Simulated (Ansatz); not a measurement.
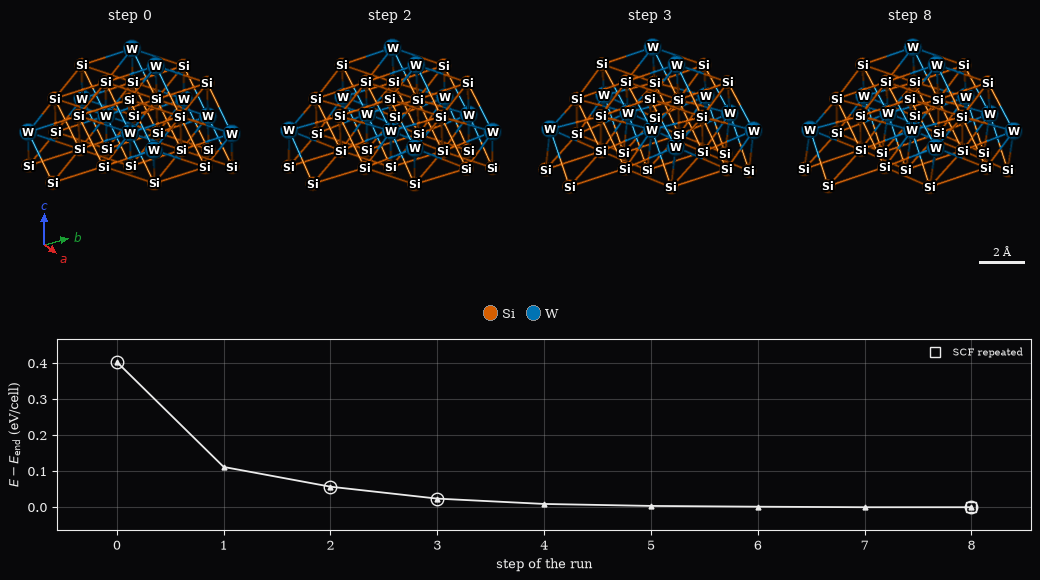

Frames of a relaxation of a slab of composition Si$_{2}$W (cut from the I4/mmm phase), marked on the history of the run. Style: ball-and-stick. Shown: the atoms within 5.8 Å of the atom that moves most (axes of the 2 × 2 repeat of the cell, outlined in the plane, without the vacuum), slightly off an axis.

The slab is the (1 0 1) face of Si2W.

Level of theory: Ansatz, DFT PBE, scalar-relativistic, plane waves, PAW.

Input file:
```yaml
crystal:
  lattice:
    - [3.2289953312, 0.0, 0.0]
    - [-1.6144976656, 4.2518642211, 0.0]
    - [0.0, 0.0, 25.9491929975]
  atoms:
    - { symbol: Si, position: [0.7136657642, 0.4273315283, 0.2890263293] }
    - { symbol: Si, position: [0.4305179033, 0.8610358067, 0.3271124343] }
    - { symbol: W, position: [0.1441836675, 0.288367335, 0.3656271374] }
    - { symbol: Si, position: [0.8578494317, 0.7156988633, 0.4041418404] }
    - { symbol: Si, position: [0.5747015708, 0.1494031417, 0.4422279454] }
    - { symbol: W, position: [0.288367335, 0.57673467, 0.4807426485] }
    - { symbol: Si, position: [0.0020330992, 0.0040661983, 0.5192573515] }
    - { symbol: Si, position: [0.7188852383, 0.4377704767, 0.5573434565] }
    - { symbol: W, position: [0.4325510025, 0.865102005, 0.5958581596] }
    - { symbol: Si, position: [0.1462167667, 0.2924335333, 0.6343728626] }
    - { symbol: Si, position: [0.8630689058, 0.7261378117, 0.6724589677] }
    - { symbol: W, position: [0.57673467, 0.15346934, 0.7109736707] }
basis:
  ecutwfc: 420
kpoints:
  mp_grid: { grid: [11, 8, 1] }
hamiltonian:
  xc: pbe
scf:
  occupations: { method: gaussian, width: 0.1 }
output:
  forces: true
  eigenvalues: true
  write_density: true
  write_potential: true
  elf: true
  volumetric_format: npy
relax:
  adjacent_minimum: "off"
  f_tol: 0.02
  max_steps: 60
efield:
  axis: 3
  dipole_correction: true
  ramp_width: 0.04
```

Launched with:
```bash
ansatz run input.yaml --threads 2 --pin off --max-ram 5120MiB --backend cpu --events-out ev --progress --plain --runs-dir out
```

> What happens along the run?

The largest move relative to the layer's centre is that of Si1, 0.26 Å at 56° to the normal (−c side). By element the largest moves are Si 0.26 Å, W 0.16 Å. The cell stays as it was. Some distances before and after: Si1–Si2 2.643 → 2.875 Å, Si1–Si2 (another image) 2.603 → 2.408 Å, Si1–W3 2.628 → 2.777 Å, Si2–W3 2.628 → 2.711 Å. Among the angles between lasting bonds that change: Si1–Si2–W3 60.3° → 65.4°, W3–Si1–W3 75.8° → 71.1°, W3–Si2–W3 119.7° → 115.9°. After 7 accepted moves (8 points after the start) the energy has fallen by 0.404 eV per cell of the calculation. Largest force component: 2.1 eV/Å at the start, 0.0091 eV/Å at the end. 1 step only repeated the SCF at the same geometry. From step 0 to 2: W12 moves most (0.17 Å), energy −0.347 eV per cell of the calculation. From step 2 to 3: Si1 moves most (0.20 Å), energy −33.1 meV per cell of the calculation. From step 3 to 8: Si atoms move most (0.07 Å), energy −23.9 meV per cell of the calculation.

```
step  E − E(0), meV/atom  largest force component, eV/Å                         note
   0                0.00                         2.0827                             
   1              -24.31                         0.7097                             
   2              -28.89                         0.3147                             
   3              -31.65                         0.5196                             
   4              -32.88                         0.2279                             
   5              -33.34                         0.1486                             
   6              -33.52                         0.0976                             
   7              -33.64                         0.0090                             
   8              -33.64                         0.0091  same geometry, SCF repeated
```
